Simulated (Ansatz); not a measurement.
# Geometry relaxation, with input and output: Ti (part 1 of 2)

The run: geometry relaxation of Ti (slab, 5 atoms in the cell). Method and program: DFT LDA, scalar-relativistic, plane waves, PAW, PAW set soft_1, no spin polarisation (Ansatz 0.2.0).

The structure derives from an entry of the Crystallography Open Database. The input holds or restrains some coordinates. Forces given for the steps count only the free coordinates. Figures and captions count atoms from 1; the log counts them from 0 in places.

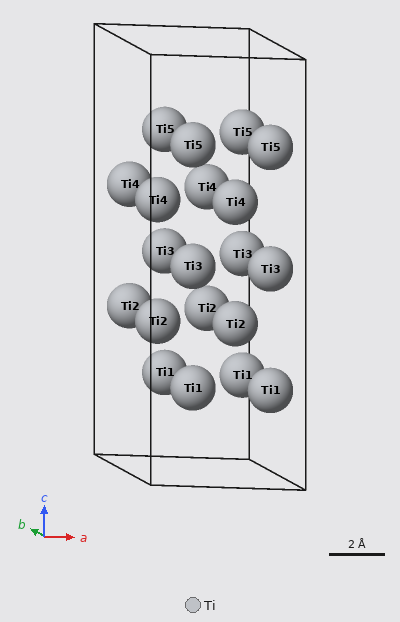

Fig. 1: The structure as given in the input (spheres-only view of the 2 × 2 repeat of the cell, with the vacuum cut short, seen slightly off an axis; atoms are numbered from 1 in the order of the input). An atom can appear more than once, as a periodic image.

**The input**
```yaml
crystal:
  lattice:
    - [2.864115842, 0.0, 0.0]
    - [-1.432057921, 2.4803970786, 0.0]
    - [0.0, 0.0, 23.0707499164]
  atoms:
    - { symbol: Ti, position: [0.6666666667, 0.3333333333, 0.3034144978] }
    - { symbol: Ti, position: [0.3333333333, 0.6666666667, 0.4017072489] }
    - { symbol: Ti, position: [0.6666666667, 0.3333333333, 0.5] }
    - { symbol: Ti, position: [0.3333333333, 0.6666666667, 0.5982927511] }
    - { symbol: Ti, position: [0.6666666667, 0.3333333333, 0.6965855022] }
basis:
  ecutwfc: 420
kpoints:
  mp_grid: { grid: [12, 12, 1] }
hamiltonian:
  xc: lda
  pseudopotentials: { kind: paw, azcp: { folder: soft_1 } }
scf:
  occupations: { method: gaussian, width: 0.1 }
output:
  forces: true
  eigenvalues: true
  write_density: true
  write_potential: true
  elf: true
  volumetric_format: npy
relax:
  adjacent_minimum: "off"
  f_tol: 0.03
  max_steps: 50
  constraints: [{ sites: [0, 1] }]
efield:
  axis: 3
  dipole_correction: true
  ramp_width: 0.04
```

Command:
```bash
ansatz run input.yaml --threads 1 --pin off --max-ram 3072MiB --backend cpu --events-out ev --progress --plain --runs-dir out
```

**The program's output**
```
Warning: [file] the record states the generating functional pbe (its physics header spells it `PBE`), which answers neither for hamiltonian.xc's functional nor for the lda family's — results may be inconsistent (PPs are generated against a specific XC)
Engine: ansatz 0.2.0, aarch64-unknown-linux-gnu
Pseudopotentials: kind: paw
Pseudopotential: Ti, paw, valence charge 12, recommended cutoff 420 eV (normal), [file]
Functional definition: SPW92
  exchange = slater_x
  correlation = pw_c
Crystal: 5 atoms, lattice volume = 163.898 Å³
Basis set: ecut = 420 eV, 3233 PW (Γ)
Bands: 36, of which v1, the nominal top of the filled ones, is band 30 counted from 1 (29 counted from 0)
Symmetry: 6 space group operations
k-points: 19 of 144 (time reversal used)
Non-local potential: Ti, projectors of the file, l = 0: 3, l = 1: 2, l = 2: 3, l = 3: 1
PAW form: soft (Blöchl's): semilocal exchange-correlation on the pseudo side does not see the compensation charge
PAW frozen core: Ti, regenerated for the run's functional, and the local potential with it (the file was generated under x = pbe(κ = 0.804, μ = 0.2195149727645171), c = pbe(β = 0.06672455060314922))
PAW one-centre angular grid: Ti, 590 points (default); XC on 64 Gauss nodes
Initial density: superposition of atomic densities (neutral atoms: chi_scale 0, normalization atom)
Initial wavefunctions: pseudopotential atomic-orbital guess
Functional: x = slater, c = lda
SCF iter   1: F=—  HF=-12254.102877 eV  |F-HF|=—  |Δ(HF+E_count)|=         —  Δρ=6.92e-2  dr2=1.19e2  ethr=3.10e-3  p=0.000 e·Å  D=1.67e-13 V/Å  ΔV_dip=-0.00 eV  dr2_dipole=7.20e-9  V_vac-E_F(+/−)=8.82/8.82 eV  ⟨swp⟩=9.7  Hψ=3552  notcnv=0
efield: sawtooth ramp at fractional position 0.9800 (placed from the atoms, in the widest stretch of the axis that holds none; the zero of the levels goes with the place), width 0.0400; the density the first Hamiltonian is built on has a dipole p = 0.000 e·Å; the dipole correction subtracts the counter field D = 1.67e-13 V/Å, which shifts the + side's vacuum level by -0.00 eV against the − side's; the planar-averaged density in the ramp window peaks in size at 4.3e-7 e/Å³
preconditioner: auto → LDOS  [metal: Δε(μ)=0.010 eV  Ē_g=2.780 eV  σ=0.100 eV  W_gap=0.06  n_scr=16 (ndim 8)  ℏωp=13.0 eV  f_vac=0.425  D(μ)=7.87/eV (n_scr^D=86)  β→1.0]
SCF iter   2: F=—  HF=-12255.488609 eV  |F-HF|=—  |Δ(HF+E_count)|=    1.39e0  Δρ=8.15e-2  dr2=1.80e2  ethr=3.10e-3  p=0.000 e·Å  D=1.80e-4 V/Å  ΔV_dip=-0.00 eV  dr2_dipole=4.06e-5  V_vac-E_F(+/−)=0.84/0.84 eV  ⟨swp⟩=7.5  Hψ=2822  notcnv=0  defer=7
SCF iter   3: F=—  HF=-12249.717400 eV  |F-HF|=—  |Δ(HF+E_count)|=    5.77e0  Δρ=2.16e-2  dr2=1.04e1  ethr=3.10e-3  p=0.000 e·Å  D=7.12e-5 V/Å  ΔV_dip=-0.00 eV  dr2_dipole=7.76e-6  V_vac-E_F(+/−)=4.38/4.39 eV  ⟨swp⟩=5.5  Hψ=2007  notcnv=0  defer=13
SCF iter   4: F=—  HF=-12249.476675 eV  |F-HF|=—  |Δ(HF+E_count)|=   2.41e-1  Δρ=5.08e-3  dr2=3.38e-1  ethr=3.10e-3  p=0.000 e·Å  D=1.04e-5 V/Å  ΔV_dip=-0.00 eV  dr2_dipole=1.48e-6  V_vac-E_F(+/−)=5.08/5.08 eV  ⟨swp⟩=4.3  Hψ=1267  notcnv=0  defer=11
SCF iter   5: F=—  HF=-12249.465684 eV  |F-HF|=—  |Δ(HF+E_count)|=   1.10e-2  Δρ=2.18e-3  dr2=2.22e-2  ethr=5.63e-4  p=0.000 e·Å  D=4.46e-5 V/Å  ΔV_dip=-0.00 eV  dr2_dipole=1.60e-6  V_vac-E_F(+/−)=4.80/4.80 eV  ⟨swp⟩=3.0  Hψ=1066  notcnv=0  defer=7
SCF iter   6: F=—  HF=-12249.464185 eV  |F-HF|=—  |Δ(HF+E_count)|=   1.50e-3  Δρ=7.24e-4  dr2=5.22e-3  ethr=3.70e-5  p=0.000 e·Å  D=2.22e-5 V/Å  ΔV_dip=-0.00 eV  dr2_dipole=5.09e-7  V_vac-E_F(+/−)=4.81/4.81 eV  ⟨swp⟩=3.1  Hψ=1132  notcnv=0  defer=7
SCF iter   7: F=—  HF=-12249.464228 eV  |F-HF|=—  |Δ(HF+E_count)|=   4.30e-5  Δρ=2.16e-4  dr2=9.24e-5  ethr=8.70e-6  p=0.000 e·Å  D=1.07e-5 V/Å  ΔV_dip=-0.00 eV  dr2_dipole=4.39e-8  V_vac-E_F(+/−)=4.80/4.80 eV  ⟨swp⟩=1.7  Hψ=764  notcnv=0  defer=5
SCF iter   8: F=—  HF=-12249.464245 eV  |F-HF|=—  |Δ(HF+E_count)|=   1.72e-5  Δρ=7.73e-5  dr2=5.33e-5  ethr=3.75e-8  p=0.000 e·Å  D=6.58e-6 V/Å  ΔV_dip=-0.00 eV  dr2_dipole=2.37e-11  V_vac-E_F(+/−)=4.79/4.79 eV  ⟨swp⟩=26.2  Hψ=8616  notcnv=0
SCF iter   9: F=-12249.464237 eV  HF=-12249.464245 eV  |F-HF|=8.48e-6  |Δ(HF+E_count)|=   4.19e-7  Δρ=3.45e-5  dr2=9.89e-6  ethr=3.75e-8  p=0.000 e·Å  D=2.80e-6 V/Å  ΔV_dip=-0.00 eV  dr2_dipole=8.57e-10  V_vac-E_F(+/−)=4.78/4.78 eV  ⟨swp⟩=12.8  Hψ=5817  notcnv=0
SCF 1 converged in 9 iterations: F = -12249.464237 eV  dr2 = 9.89e-6
  greatest PAW one-centre occupation: 0.998 electrons in one spin orbital (limit 2), on the Ti atom at site 0 (counted from 0), in its partial waves of l = 0
relax step   1: F+E_penalty+E_count = -12249.46423682 eV  Δ(F+E_penalty+E_count) = +0.000e0 eV  max|allowed force component| = 7.232e-1 eV/Å  Δτ_max = 0.0000 Å  (9 SCF iters, dr2 threshold 2.25e-5 eV, accepted)
Initial density: handed on by an earlier stage of this run
Initial wavefunctions: those handed on with the density
SCF iter   1: F=—  HF=-12249.689596 eV  |F-HF|=—  |Δ(HF+E_count)|=         —  Δρ=1.80e-2  dr2=5.75e0  ethr=3.10e-3  p=0.000 e·Å  D=3.28e-6 V/Å  ΔV_dip=-0.00 eV  dr2_dipole=1.43e0  V_vac-E_F(+/−)=4.82/4.82 eV  ⟨swp⟩=5.3  Hψ=1835  notcnv=0  defer=4
efield: sawtooth ramp at fractional position 0.9800 (handed on by an earlier solve), width 0.0400; the density the first Hamiltonian is built on has a dipole p = 0.000 e·Å; the dipole correction subtracts the counter field D = 3.28e-6 V/Å, which shifts the + side's vacuum level by -0.00 eV against the − side's; the planar-averaged density in the ramp window peaks in size at 5.9e-6 e/Å³
preconditioner: auto → LDOS  [metal: Δε(μ)=0.039 eV  Ē_g=2.270 eV  σ=0.100 eV  W_gap=0.21  n_scr=16 (ndim 8)  ℏωp=13.0 eV  f_vac=0.442  D(μ)=7.68/eV (n_scr^D=86)  β→1.0]
SCF iter   2: F=—  HF=-12249.557807 eV  |F-HF|=—  |Δ(HF+E_count)|=   1.32e-1  Δρ=1.03e-2  dr2=8.31e-1  ethr=3.10e-3  p=0.016 e·Å  D=1.80e-2 V/Å  ΔV_dip=-0.42 eV  dr2_dipole=1.22e-1  V_vac-E_F(+/−)=4.41/4.83 eV  ⟨swp⟩=2.5  Hψ=1154  notcnv=0  defer=2
SCF iter   3: F=—  HF=-12249.513836 eV  |F-HF|=—  |Δ(HF+E_count)|=   4.40e-2  Δρ=3.00e-3  dr2=8.27e-2  ethr=1.38e-3  p=0.008 e·Å  D=8.53e-3 V/Å  ΔV_dip=-0.20 eV  dr2_dipole=1.89e-2  V_vac-E_F(+/−)=4.61/4.80 eV  ⟨swp⟩=2.3  Hψ=1002  notcnv=0  defer=2
SCF iter   4: F=—  HF=-12249.505929 eV  |F-HF|=—  |Δ(HF+E_count)|=   7.91e-3  Δρ=9.98e-4  dr2=8.53e-3  ethr=1.38e-4  p=0.008 e·Å  D=8.96e-3 V/Å  ΔV_dip=-0.21 eV  dr2_dipole=3.99e-3  V_vac-E_F(+/−)=4.59/4.80 eV  ⟨swp⟩=2.1  Hψ=1105  notcnv=0  defer=2
SCF iter   5: F=—  HF=-12249.505497 eV  |F-HF|=—  |Δ(HF+E_count)|=   4.33e-4  Δρ=3.05e-4  dr2=5.14e-4  ethr=1.42e-5  p=0.008 e·Å  D=8.61e-3 V/Å  ΔV_dip=-0.20 eV  dr2_dipole=7.18e-5  V_vac-E_F(+/−)=4.60/4.80 eV  ⟨swp⟩=2.0  Hψ=888  notcnv=0  defer=2
SCF iter   6: F=—  HF=-12249.505507 eV  |F-HF|=—  |Δ(HF+E_count)|=   1.03e-5  Δρ=1.37e-4  dr2=1.11e-4  ethr=8.57e-7  p=0.008 e·Å  D=8.37e-3 V/Å  ΔV_dip=-0.19 eV  dr2_dipole=2.86e-5  V_vac-E_F(+/−)=4.60/4.80 eV  ⟨swp⟩=2.0  Hψ=952  notcnv=0  defer=2
SCF iter   7: F=-12249.505511 eV  HF=-12249.505521 eV  |F-HF|=1.02e-5  |Δ(HF+E_count)|=   1.45e-5  Δρ=6.20e-5  dr2=1.36e-5  ethr=5.45e-8  p=0.007 e·Å  D=8.17e-3 V/Å  ΔV_dip=-0.19 eV  dr2_dipole=3.22e-6  V_vac-E_F(+/−)=4.61/4.80 eV  ⟨swp⟩=15.6  Hψ=6430  notcnv=0
SCF 2 converged in 7 iterations: F = -12249.505511 eV  dr2 = 1.36e-5
  Residual-converged pass: ⟨swp⟩=1.0  Hψ=760  notcnv=0  max |occ|·‖R‖ = 7.0e-9 eV (tolerance 1.0e-8 eV)  dr2=1.36e-5  dr2_onsite=2.96e-7  max |Δocc| = 6.8e-11
relax step   2: F+E_penalty+E_count = -12249.50551127 eV  Δ(F+E_penalty+E_count) = -4.127e-2 eV  max|allowed force component| = 4.756e-1 eV/Å  Δτ_max = 0.1462 Å  (7 SCF iters, dr2 threshold 3.27e-5 eV, accepted)
iter 1 solved again at ethr=1.55e-3 eV; its pass at ethr=3.10e-3 eV (dr2=9.29e-1 eV) is discarded
SCF iter   1: F=—  HF=-12249.553412 eV  |F-HF|=—  |Δ(HF+E_count)|=         —  Δρ=7.74e-3  dr2=8.40e-1  ethr=1.55e-3  p=0.007 e·Å  D=8.17e-3 V/Å  ΔV_dip=-0.19 eV  dr2_dipole=3.11e-2  V_vac-E_F(+/−)=4.60/4.78 eV  ⟨swp⟩=1.2  Hψ=2140  notcnv=0  defer=5
efield: sawtooth ramp at fractional position 0.9800 (handed on by an earlier solve), width 0.0400; the density the first Hamiltonian is built on has a dipole p = 0.007 e·Å; the dipole correction subtracts the counter field D = 8.17e-3 V/Å, which shifts the + side's vacuum level by -0.19 eV against the − side's; the planar-averaged density in the ramp window peaks in size at 6.2e-6 e/Å³
preconditioner: auto → LDOS  [metal: Δε(μ)=0.006 eV  Ē_g=2.256 eV  σ=0.100 eV  W_gap=0.03  n_scr=16 (ndim 8)  ℏωp=13.0 eV  f_vac=0.438  D(μ)=8.67/eV (n_scr^D=100)  β→1.0]
SCF iter   2: F=—  HF=-12249.526742 eV  |F-HF|=—  |Δ(HF+E_count)|=   2.67e-2  Δρ=2.87e-3  dr2=4.73e-2  ethr=1.40e-3  p=0.002 e·Å  D=2.15e-3 V/Å  ΔV_dip=-0.05 eV  dr2_dipole=8.72e-3  V_vac-E_F(+/−)=4.74/4.79 eV  ⟨swp⟩=2.8  Hψ=1001  notcnv=0  defer=5
SCF iter   3: F=—  HF=-12249.524674 eV  |F-HF|=—  |Δ(HF+E_count)|=   2.07e-3  Δρ=1.06e-3  dr2=8.58e-3  ethr=7.89e-5  p=0.005 e·Å  D=5.83e-3 V/Å  ΔV_dip=-0.13 eV  dr2_dipole=8.63e-7  V_vac-E_F(+/−)=4.66/4.80 eV  ⟨swp⟩=2.4  Hψ=1108  notcnv=0  defer=5
SCF iter   4: F=—  HF=-12249.523841 eV  |F-HF|=—  |Δ(HF+E_count)|=   8.33e-4  Δρ=2.96e-4  dr2=3.51e-4  ethr=1.43e-5  p=0.005 e·Å  D=5.54e-3 V/Å  ΔV_dip=-0.13 eV  dr2_dipole=5.52e-5  V_vac-E_F(+/−)=4.67/4.80 eV  ⟨swp⟩=2.2  Hψ=951  notcnv=0  defer=6
SCF iter   5: F=—  HF=-12249.523822 eV  |F-HF|=—  |Δ(HF+E_count)|=   1.88e-5  Δρ=1.34e-4  dr2=9.32e-5  ethr=5.85e-7  p=0.005 e·Å  D=5.62e-3 V/Å  ΔV_dip=-0.13 eV  dr2_dipole=4.72e-5  V_vac-E_F(+/−)=4.67/4.80 eV  ⟨swp⟩=2.4  Hψ=1125  notcnv=0  defer=6
SCF iter   6: F=—  HF=-12249.523834 eV  |F-HF|=—  |Δ(HF+E_count)|=   1.18e-5  Δρ=7.05e-5  dr2=1.91e-5  ethr=1.55e-7  p=0.005 e·Å  D=5.77e-3 V/Å  ΔV_dip=-0.13 eV  dr2_dipole=4.09e-6  V_vac-E_F(+/−)=4.67/4.80 eV  ⟨swp⟩=1.6  Hψ=737  notcnv=0  defer=6
SCF iter   7: F=-12249.523835 eV  HF=-12249.523835 eV  |F-HF|=5.15e-7  |Δ(HF+E_count)|=   1.19e-6  Δρ=1.43e-5  dr2=8.28e-7  ethr=2.36e-8  p=0.005 e·Å  D=5.87e-3 V/Å  ΔV_dip=-0.14 eV  dr2_dipole=2.91e-8  V_vac-E_F(+/−)=4.67/4.80 eV  ⟨swp⟩=18.5  Hψ=6902  notcnv=0
SCF 3 converged in 7 iterations: F = -12249.523835 eV  dr2 = 8.28e-7
relax step   3: F+E_penalty+E_count = -12249.52383485 eV  Δ(F+E_penalty+E_count) = -1.832e-2 eV  max|allowed force component| = 3.981e-2 eV/Å  Δτ_max = 0.0657 Å  (7 SCF iters, dr2 threshold 1.41e-5 eV, accepted)
SCF iter   1: F=—  HF=-12249.524116 eV  |F-HF|=—  |Δ(HF+E_count)|=         —  Δρ=6.27e-4  dr2=6.89e-3  ethr=7.65e-5  p=0.005 e·Å  D=5.87e-3 V/Å  ΔV_dip=-0.14 eV  dr2_dipole=1.65e-3  V_vac-E_F(+/−)=4.67/4.80 eV  ⟨swp⟩=1.0  Hψ=988  notcnv=0
efield: sawtooth ramp at fractional position 0.9800 (handed on by an earlier solve), width 0.0400; the density the first Hamiltonian is built on has a dipole p = 0.005 e·Å; the dipole correction subtracts the counter field D = 5.87e-3 V/Å, which shifts the + side's vacuum level by -0.14 eV against the − side's; the planar-averaged density in the ramp window peaks in size at 5.8e-6 e/Å³
preconditioner: auto → LDOS  [metal: Δε(μ)=0.026 eV  Ē_g=2.264 eV  σ=0.100 eV  W_gap=0.15  n_scr=16 (ndim 8)  ℏωp=13.0 eV  f_vac=0.438  D(μ)=8.36/eV (n_scr^D=100)  β→1.0]
SCF iter   2: F=—  HF=-12249.523966 eV  |F-HF|=—  |Δ(HF+E_count)|=   1.50e-4  Δρ=2.51e-4  dr2=3.14e-4  ethr=1.15e-5  p=0.005 e·Å  D=5.62e-3 V/Å  ΔV_dip=-0.13 eV  dr2_dipole=6.36e-7  V_vac-E_F(+/−)=4.67/4.80 eV  ⟨swp⟩=1.0  Hψ=836  notcnv=0
SCF iter   3: F=—  HF=-12249.523944 eV  |F-HF|=—  |Δ(HF+E_count)|=   2.20e-5  Δρ=1.03e-4  dr2=8.95e-5  ethr=5.24e-7  p=0.005 e·Å  D=5.66e-3 V/Å  ΔV_dip=-0.13 eV  dr2_dipole=5.72e-6  V_vac-E_F(+/−)=4.67/4.80 eV  ⟨swp⟩=2.5  Hψ=1232  notcnv=0
SCF iter   4: F=—  HF=-12249.523940 eV  |F-HF|=—  |Δ(HF+E_count)|=   3.49e-6  Δρ=2.44e-5  dr2=6.07e-6  ethr=1.49e-7  p=0.005 e·Å  D=5.57e-3 V/Å  ΔV_dip=-0.13 eV  dr2_dipole=1.77e-6  V_vac-E_F(+/−)=4.67/4.80 eV  ⟨swp⟩=2.3  Hψ=918  notcnv=0
SCF iter   5: F=—  HF=-12249.523941 eV  |F-HF|=—  |Δ(HF+E_count)|=   5.40e-8  Δρ=5.77e-6  dr2=2.11e-7  ethr=1.01e-8  p=0.005 e·Å  D=5.53e-3 V/Å  ΔV_dip=-0.13 eV  dr2_dipole=3.27e-9  V_vac-E_F(+/−)=4.67/4.80 eV  ⟨swp⟩=1.9  Hψ=786  notcnv=0
SCF iter   6: F=-12249.523941 eV  HF=-12249.523941 eV  |F-HF|=1.23e-8  |Δ(HF+E_count)|=   2.09e-8  Δρ=2.22e-6  dr2=2.25e-8  ethr=1.67e-10  p=0.005 e·Å  D=5.51e-3 V/Å  ΔV_dip=-0.13 eV  dr2_dipole=1.65e-9  V_vac-E_F(+/−)=4.67/4.80 eV  ⟨swp⟩=13.8  Hψ=5146  notcnv=0
SCF 4 converged in 6 iterations: F = -12249.523941 eV  dr2 = 2.25e-8
relax step   4: F+E_penalty+E_count = -12249.52394052 eV  Δ(F+E_penalty+E_count) = -1.057e-4 eV  max|allowed force component| = 4.514e-3 eV/Å  Δτ_max = 0.0050 Å  (6 SCF iters, accepted)
```

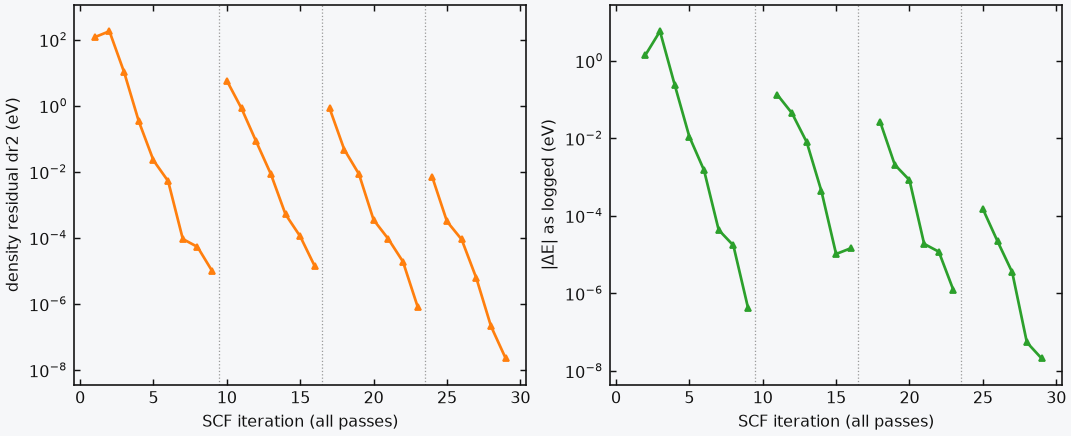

Fig. 2: Convergence of the self-consistent field: density residual dr2 and size of the energy change against the SCF iteration. The dotted lines part the SCF passes of the relaxation: geometry steps, rejected trials and re-solves on a re-selected basis. The passes take 9, 7, 7 and 6 iterations.

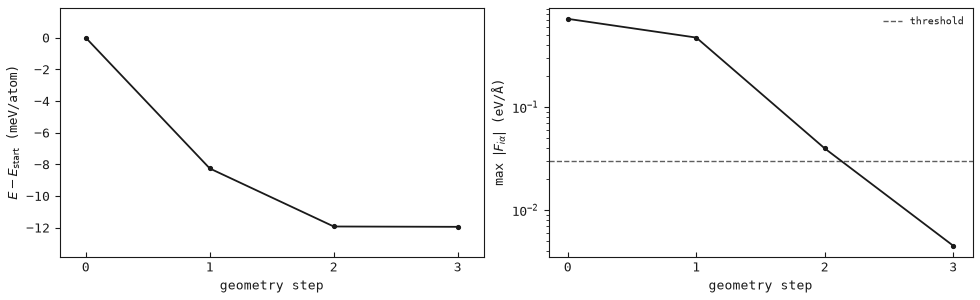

Fig. 3: Progress of the restrained relaxation, step by step (the first geometry is step 0 here and step 1 in the log).
